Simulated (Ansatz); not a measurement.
# A series of single points on C

System: C (Cmcm, 4 atoms in the cell).
Method: DFT LDA, scalar-relativistic, plane waves, PAW, no spin polarisation (Ansatz 0.2.0).

The 7 runs differ only in the geometry, by a shift of atoms along one path in a fixed cell. The shift s is measured from run 4: C1 moves along the Cartesian direction (0.00, 1.00, 0.00), and C2, C3 and C4 with it in fixed proportion. The structure derives from an entry of the Crystallography Open Database.

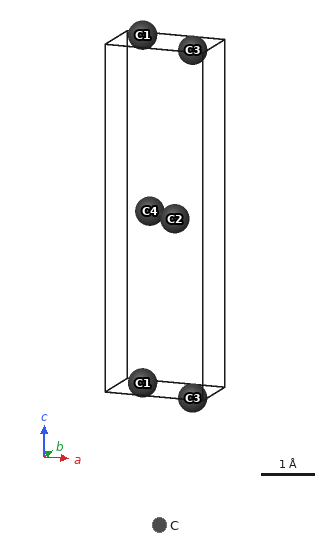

Figure 1. The structure of run 4 (ball-and-stick view of the cell of the calculation, seen slightly off an axis; atoms are numbered from 1 in the order of the input). An atom can appear more than once, as a periodic image.

## Input of run 4
```yaml
crystal:
  lattice:
    - [1.2227846672, 2.1166507485, 0.0]
    - [1.2227846672, -2.1166507485, 0.0]
    - [0.0, 0.0, -6.7194983675]
  atoms:
    - { symbol: C, position: [0.2021399029, 0.7978600971, 0.0] }
    - { symbol: C, position: [0.6312732283, 0.3687267717, 0.5] }
    - { symbol: C, position: [0.8687267717, 0.1312732283, 1.0] }
    - { symbol: C, position: [0.2978600971, 0.7021399029, 0.5] }
basis:
  ecutwfc: 420
kpoints:
  mp_grid: { grid: [16, 16, 6] }
hamiltonian:
  xc: lda
scf:
  occupations: { method: gaussian, width: 0.03 }
output:
  forces: true
  stress: true
  eigenvalues: true
```

Command:
```bash
ansatz run input.yaml --threads 2 --pin off --max-ram 5120MiB --backend cpu --events-out ev --progress --plain --runs-dir out
```

Run 2 differs from it as follows:
```diff
-    - { symbol: C, position: [0.2021399029, 0.7978600971, 0.0] }
-    - { symbol: C, position: [0.6312732283, 0.3687267717, 0.5] }
-    - { symbol: C, position: [0.8687267717, 0.1312732283, 1.0] }
-    - { symbol: C, position: [0.2978600971, 0.7021399029, 0.5] }
+    - { symbol: C, position: [0.1194621158, 0.8805378842, 0.0] }
+    - { symbol: C, position: [0.7139510154, 0.2860489846, 0.5] }
+    - { symbol: C, position: [0.7860489846, 0.2139510154, 1.0] }
+    - { symbol: C, position: [0.3805378842, 0.6194621158, 0.5] }
```

## Results, with one run withheld

```tsv
run	shift s of C1 (Å)	free energy per atom, from the lowest run given (meV)	pressure (GPa)	gap on the mesh (eV)	force along the path (eV/Å)
1	−0.5500	0.09	−0.05	0.52	0.016
2	−0.3500	?	?	?	?
3	−0.0500	1.31	0.01	0.24	0.022
4	0.0000	1.00	0.00	0.28	0.027
5	0.1000	0.33	−0.04	0.40	0.023
6	0.1500	0.09	−0.05	0.48	0.014
7	0.2000	0.00	−0.05	0.56	0.001
```

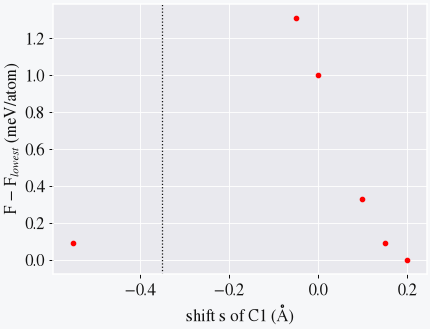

Figure 2. Free energy per atom of the runs given; the dotted line marks run 2.

What should run 2 give?

A cubic polynomial in the coordinate, fitted to the 6 runs given, misses them by at most 0.03 meV per atom. With x = s + 0.0250, it reads F = 1.1489 − 7.2348 x + 1.1682 x² + 35.793 x³ (meV per atom). At run 2 it gives 2.39 meV per atom, and the run itself gives 0.65. The slope of the fit gives a force −dF/ds of −0.013 eV/Å along the path (summed over the atoms that move), and the printed forces give −0.028 eV/Å. The fit has no minimum inside this range. The miss comes from the order of the polynomial or from scatter in that run; these data can't tell which. The gap on the mesh lies between 0.24 eV (run 3) and 0.56 eV (run 7); run 2 has 0.34 eV. These are gaps of this functional on this mesh, which can miss the band edges; they aren't the measured gap.

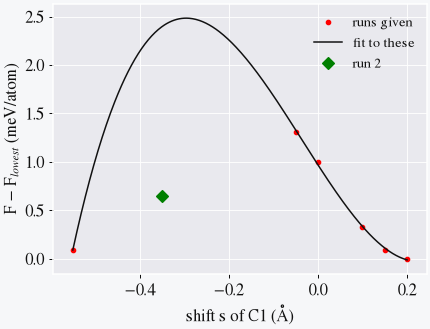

Figure 3. The fit and the withheld run.

## Output, shortened to warnings, some set-up lines, iterations and results (run 2)
```
Basis set: ecut = 420 eV, 653 PW (Γ)
Symmetry: 8 space group operations
k-points: 292 of 1536
Initial density: superposition of atomic densities (neutral atoms: chi_scale 0, normalization atom), corrected by the library's trained network
[...]
SCF iter   1: F=—  HF=-971.932171 eV  |F-HF|=—  |Δ(HF+E_count)|=         —  Δρ=5.92e-3  dr2=4.09e-3  ethr=1.77e-3  ⟨swp⟩=5.8  Hψ=19605  notcnv=0
SCF iter   2: F=—  HF=-971.931725 eV  |F-HF|=—  |Δ(HF+E_count)|=   4.46e-4  Δρ=2.82e-3  dr2=9.51e-4  ethr=2.56e-5  ⟨swp⟩=1.4  Hψ=6168  notcnv=0
SCF iter   3: F=—  HF=-971.931648 eV  |F-HF|=—  |Δ(HF+E_count)|=   7.71e-5  Δρ=1.12e-3  dr2=3.72e-4  ethr=5.94e-6  ⟨swp⟩=2.6  Hψ=6087  notcnv=0
SCF iter   4: F=—  HF=-971.931548 eV  |F-HF|=—  |Δ(HF+E_count)|=   9.99e-5  Δρ=5.91e-5  dr2=7.35e-7  ethr=2.32e-6  ⟨swp⟩=2.5  Hψ=5850  notcnv=0
SCF iter   5: F=—  HF=-971.931549 eV  |F-HF|=—  |Δ(HF+E_count)|=   1.13e-6  Δρ=2.13e-5  dr2=1.01e-7  ethr=4.60e-9  ⟨swp⟩=2.0  Hψ=5855  notcnv=0
SCF iter   6: F=-971.931549 eV  HF=-971.931549 eV  |F-HF|=9.89e-10  |Δ(HF+E_count)|=   1.20e-8  Δρ=4.36e-6  dr2=3.37e-9  ethr=6.25e-10  ⟨swp⟩=4.8  Hψ=14391  notcnv=0
SCF 1 converged in 6 iterations: F = -971.931549 eV  dr2 = 3.37e-9
SCF converged after 6 iterations
Free energy (F): -971.931549 eV
Harris-Foulkes:  -971.931549 eV  (|F-HF|=9.89e-10)
Internal energy: -971.931549 eV  (E = F + TS)
E sigma→0 (E₀):  -971.931549 eV
Fermi energy:    6.812272 eV
--- Per-component energies (eV) ---
  E_band       = -36.308231
  E_kinetic    = 366.135998
  E_local      = -622.647865  (includes V_loc(G=0)·N_el)
  E_nonlocal   = 114.296494
  E_hartree    = 187.014820
  E_xc         = -190.695500
  E_vxc        = -237.113436  (∫ρ·V_xc dr)
  E_paw        = -367.852886  (= ΣΔE_a)
  E_vpaw       = -31.009375  (= ΣTr[D̂ρ^β])
  E_aug_tail   = 0.000037  (compensation charges beyond the density's cutoff)
  E_ewald      = -458.433976
  E_core_change = 0.251330  (= ΣΔE_core)
  E_smearing   = -0.000000  (= −TS)
  E_closure    = 0.000000  (closes the sum)
  Σ components = -971.931549   (vs F -971.931549, Δ=0.00e0)
--- Forces (eV/Å), atoms counted from 1 ---
  atom   1  C      0.00000000    -0.02913405     0.00000000
  atom   2  C      0.00000000    -0.01528427     0.00000000
  atom   3  C      0.00000000     0.01528427     0.00000000
  atom   4  C      0.00000000     0.02913405     0.00000000
  max |Σ_I F_I| component: 3.47e-18 eV/Å
--- Stress (GPa, compression-positive) ---
        0.017458       0.000000       0.000000
        0.000000      -0.000396       0.000000
        0.000000       0.000000      -0.078149
  P = ⅓ Tr σ = -0.0204 GPa (-0.204 kbar)
```
